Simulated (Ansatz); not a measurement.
Ge

Input

```
crystal:
  lattice:
    - [4.9289, 2.8457017418, 2.1684]
    - [-4.9289, 2.8457017418, 2.1684]
    - [0.0, -5.6914034836, 2.1684]
  atoms:
    - { symbol: Ge, position: [0.7160372198, 0.7160372198, 0.7160372198] }
    - { symbol: Ge, position: [0.2839627802, 0.2839627802, 0.2839627802] }
    - { symbol: Ge, position: [0.0289443365, 0.7253625346, 0.5322921793] }
    - { symbol: Ge, position: [0.5322921793, 0.0289443365, 0.7253625346] }
    - { symbol: Ge, position: [0.7253625346, 0.5322921793, 0.0289443365] }
    - { symbol: Ge, position: [0.9710556635, 0.2746374654, 0.4677078207] }
    - { symbol: Ge, position: [0.4677078207, 0.9710556635, 0.2746374654] }
    - { symbol: Ge, position: [0.2746374654, 0.4677078207, 0.9710556635] }
basis:
  ecutwfc: 420
kpoints:
  mp_grid: { grid: [9, 9, 9] }
hamiltonian:
  xc: lda
  pseudopotentials: { kind: paw, azcp: { folder: soft_1 } }
scf:
  occupations: { method: gaussian, width: 0.15 }
output:
  forces: true
  stress: true
  eigenvalues: true
  write_density: true
  write_potential: true
  elf: true
  volumetric_format: npy
```

Launched as:

```sh
ansatz run input.yaml --threads 4 --pin off --max-ram 8192MiB --backend cpu --events-out ev --progress --plain --runs-dir out
```

Below, planes, directions and counts refer to the conventional cell (a = 9.86 Å, b = 9.86 Å, c = 6.51 Å, α = 90.00°, β = 90.00°, γ = 120.00°).

Space group R-3; a structure from a database of computed crystals, not necessarily the ambient phase; not relaxed (largest force 0.8 eV/Å); computed pressure about −7 GPa in this cell; PAW files of the earlier set (soft_1).

Level of theory: Ansatz 0.2.0, DFT LDA, scalar-relativistic, plane waves, PAW.

Predict the valence pseudo-density and electron localisation function between the atoms.

Answer. Ge–Ge (2.49 Å): the density is about 0.46 e/Å³ at the midpoint; the ELF peaks at about 0.70 between the atoms.

Metal or insulator at this level of theory?

Answer. It is metallic or semimetallic at this level of theory: no gap opens.

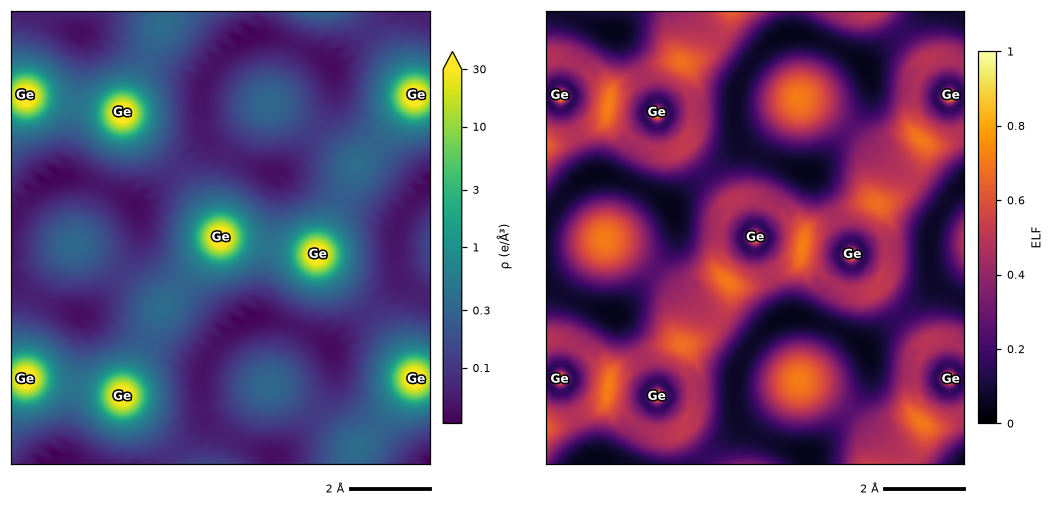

Computed valence pseudo-density and electron localisation function on the (011̄) plane of the conventional cell, in this order. 
